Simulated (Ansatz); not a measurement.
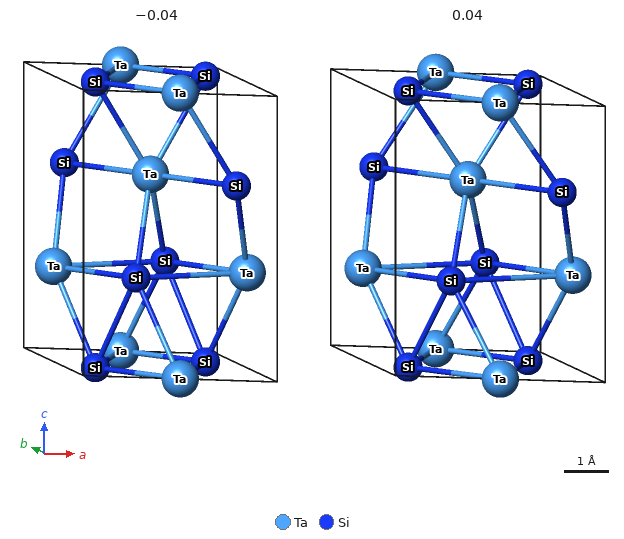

Solid TaSi2 (set up in P6_422), under biaxial strain in the a–b plane (c and atoms relaxed), with energies (extrapolated to zero smearing) counted from the relaxed crystal, which is the row at zero. The picture shows the first and the last member. Style: ball-and-stick. Shown: the cell of the calculation, slightly off an axis.

Computed with Ansatz 0.2.0: DFT r2SCAN, scalar-relativistic, plane waves, PAW. Settings: plane-wave cutoff 500 eV; k-point mesh 12 × 12 × 6; occupations gaussian; smearing width 0.1 eV; no spin polarisation; force threshold 0.008 eV/Å.

```csv
strain,energy (meV/atom),a (Å),c (Å)
−0.04,65.67,4.589,6.686
−0.02,15.78,4.684,6.613
0.0,0.00,4.780,6.555
0.02,?,?,?
0.04,53.84,4.971,6.465
```

Question: One row is withheld. What does the calculation give there?

Answer: A parabola through three neighbouring rows (−0.02, 0.0, 0.04) gives, with Lagrange weights, (−0.3333)(15.78) + (1.0000)(0.00) + (0.3333)(53.84) = 12.69 meV/atom. The calculation gives 14.05 meV/atom (a = 4.876 Å, c = 6.505 Å). The estimate is 1.36 meV/atom too low. From the first member to the last: Si–Ta 2.699 → 2.954 Å, Si–Ta 2.625 → 2.829 Å, Si–Si 2.551 → 2.703 Å.

The whole series:

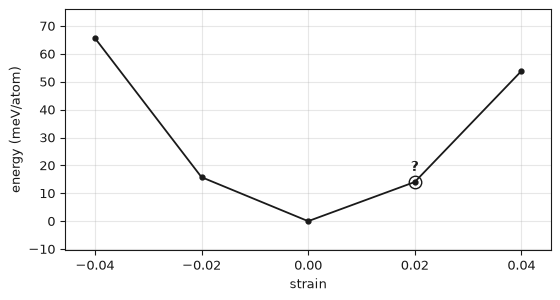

Each member starts from this one structure; whether another phase lies lower wasn't checked.
